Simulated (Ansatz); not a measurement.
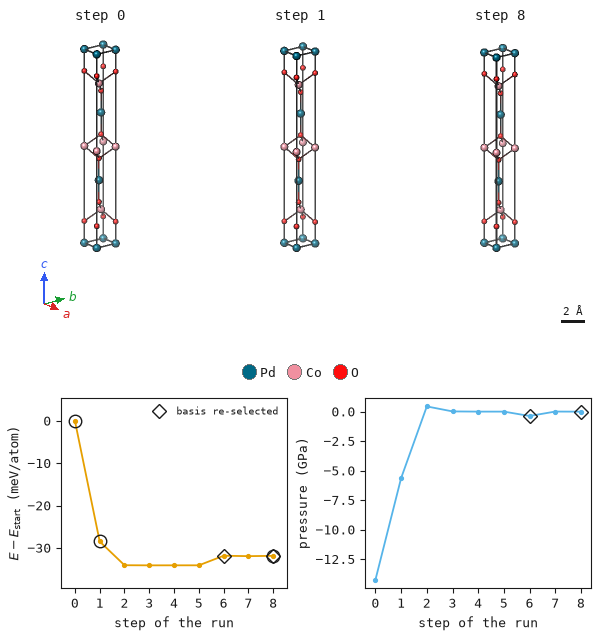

Frames of a relaxation of a crystal of CoPdO$_{2}$ (set up in R-3m), marked on the history of the run. A ball-and-stick model of the conventional cell (3 times the calculation's cell), seen slightly off an axis. Lengths and directions refer to the drawn axes.

The run lets cell and atoms move.

Computed with Ansatz, Kohn-Sham DFT of a periodic cell, PBEsol with D3(BJ), Ansatz PAW.

The input:
```yaml
crystal:
  lattice:
    - [1.4316899074, 0.8265865534, 5.9577715763]
    - [-1.4316899074, 0.8265865534, 5.9577715763]
    - [0.0, -1.6531731068, 5.9577715763]
  atoms:
    - { symbol: Pd, position: [0.0, 0.0, 0.0] }
    - { symbol: Co, position: [0.5, 0.5, 0.5], spin: 2.0 }
    - { symbol: O, position: [0.112476, 0.112476, 0.112476] }
    - { symbol: O, position: [0.887524, 0.887524, 0.887524] }
hamiltonian:
  xc: pbesol
  pseudopotentials: { kind: paw }
  dispersion: d3bj
magnetization:
  spin_polarized: true
kpoints:
  mp_grid: { grid: [11, 11, 11] }
scf:
  occupations: { method: fermi_dirac, width: 0.05 }
output:
  forces: true
  stress: true
  eigenvalues: true
  write_density: true
  write_potential: true
  elf: true
  volumetric_format: npy
relax:
  f_tol: 0.01
  max_steps: 40
  cell: { stress_tol: 0.05 }
```

Command:
```bash
ansatz run input.yaml --threads 2 --pin off --max-ram 5632MiB --backend cpu --events-out ev --progress --plain --runs-dir out
```

**What happens along the run?**

No atom moves by more than 0.005 Å relative to the cell. The drawn cell changes as follows: a = b 2.863 → 2.794 Å (−2.4 %), c 17.873 → 17.563 Å (−1.7 %); the volume changes by −6.5 %. Near-neighbour distances that change, for instance: Co–O 1.916 → 1.874 Å, O–Pd 2.010 → 1.972 Å. The space group stays R-3m (No. 166). Over 6 accepted moves (8 points after the start) the energy falls by 31.9 meV per atom. The largest force component goes from 0.24 to 0.00017 eV/Å. Pressure: −14.24 GPa at the start and 0.00 GPa at the end. The SCF was repeated twice at an unchanged geometry on a basis and grid sized afresh for the cell, which shifted the energy by 2.3 meV per atom at most. The program noted that the starting moments weren't kept. The run took 4 min on 2 threads of Intel(R) Xeon(R) Processor @ 2.50GHz (Skylake/Cascade Lake), on a shared host, peak memory 0.6 GiB. From step 0 to 1: volume −4.3 %, energy −28.5 meV per atom. From step 1 to 8: volume −2.3 %, energy −3.4 meV per atom.

Limits of the set-up: only the magnetic order of this start and cell was tried (total moment 0.0 μB per cell).
